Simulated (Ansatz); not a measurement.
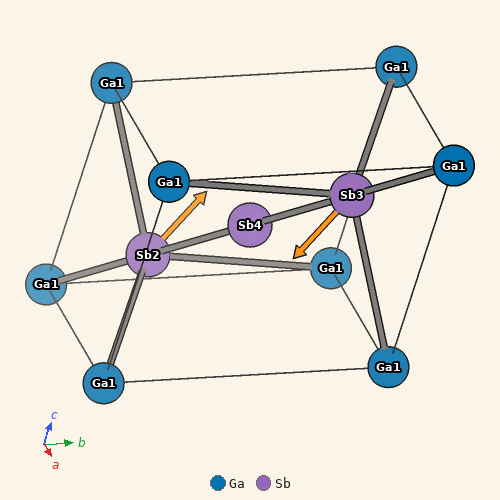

The system is GaSb3 (Fm-3m, No. 225; 4 atoms in the cell); the picture shows the reference structure; orange arrows give the pattern of the mode. The energy is mapped over a normal mode and a strain (zone-centre modes of the 4-atom cell of this scan) (x, y and z along the cube axes). The first coordinate is: amplitude of mode 4 (85 cm⁻¹), largest displacement in the unstrained cell; the second: equal normal strain along x and y. Nothing is relaxed (the pattern is fixed in fractional coordinates). Grid: 7 × 7 points; 28 points were computed and 21 follow by symmetry. Points are written as (first, second). Energies are in meV per cell, from the lowest grid point. All numbers below come from DFT PBE+D3(BJ), scalar-relativistic, plane waves, PAW (Ansatz 0.2.0). Settings: cutoff 420 eV, k-mesh 10×10×10, gaussian smearing 0.15 eV, no spin polarisation.

Its coordinates:

```xyz
4
Lattice="0.0000 3.6481 3.6481 3.6481 0.0000 3.6481 3.6481 3.6481 0.0000" Properties=species:S:1:pos:R:3 pbc="T T T"
Ga    0.0000    0.0000    0.0000
Sb    1.8241    1.8241    1.8241
Sb    5.4722    5.4722    5.4722
Sb    3.6481    3.6481    3.6481
```

Range: amplitude of mode 4 (85 cm⁻¹), largest displacement in the unstrained cell from −0.135 to 0.135 Å; equal normal strain along x and y from −4.00 to 4.00 %.

### What will the energy surface look like?

The lowest grid point is at (0.000 Å, 0.00 %). No other kind of well shows on this grid. The highest grid point, (−0.135 Å, −4.00 %), lies 250 meV above the lowest.

| second ↓, first → | −0.135 | −0.090 | −0.045 | 0.000 | 0.045 | 0.090 | 0.135 |
| --- | --- | --- | --- | --- | --- | --- | --- |
| 4.00 | 147 | 126 | 115 | 112 | 115 | 126 | 147 |
| 2.67 | 96 | 71 | 57 | 53 | 57 | 71 | 96 |
| 1.33 | 66 | 36 | 19 | 14 | 19 | 36 | 66 |
| 0.00 | 63 | 27 | 7 | 0 | 7 | 27 | 63 |
| −1.33 | 89 | 47 | 24 | 16 | 24 | 47 | 89 |
| −2.67 | 150 | 103 | 76 | 67 | 76 | 103 | 150 |
| −4.00 | 250 | 197 | 166 | 156 | 166 | 197 | 250 |

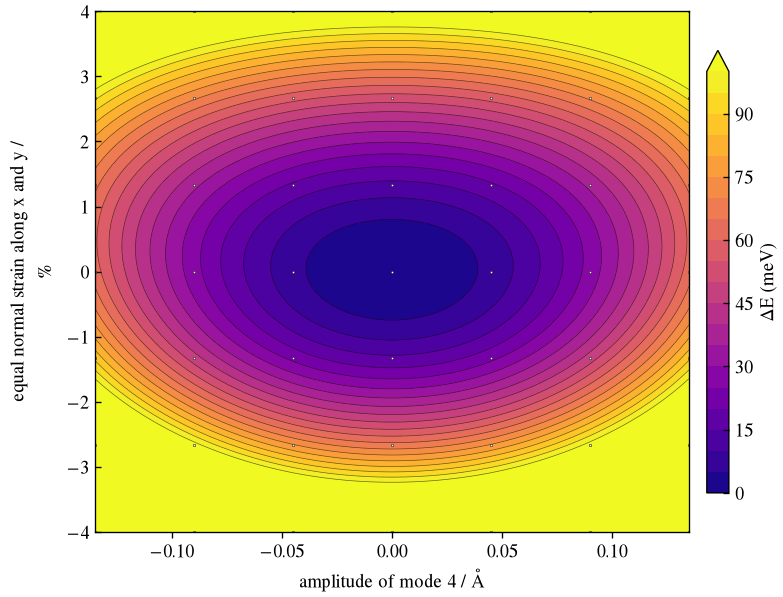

Drawn: filled contours, dots at the grid points, one colour for all values above the top of the scale. Between grid points the surface is interpolated.

The whole map (28 points run) took 19 min on 2 threads of Arm Neoverse N1, on a shared host.

PAW datasets: the set soft_1.
